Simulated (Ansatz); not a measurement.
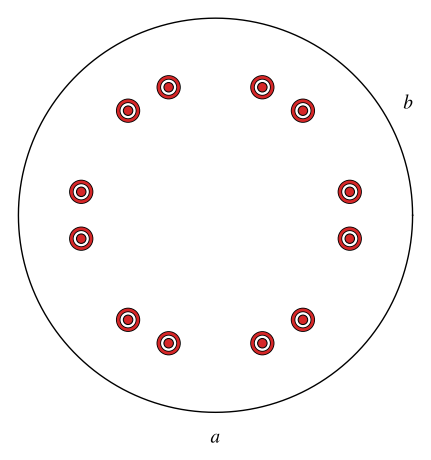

Stereographic projection: filled dots lie in the upper hemisphere, open rings in the lower. The c axis points at the viewer. The poles are all faces of one general form. Computed from the symmetry operations of a computed or model structure of composition K.

**Name the crystal class.**

6/mmm (D6h), order 24, hexagonal system: one sixfold axis, six twofold axes, seven mirror planes, an inversion centre.

**Can such a crystal be piezoelectric, pyroelectric or chiral?**

It is centrosymmetric, so neither piezoelectric nor pyroelectric; it is not chiral.
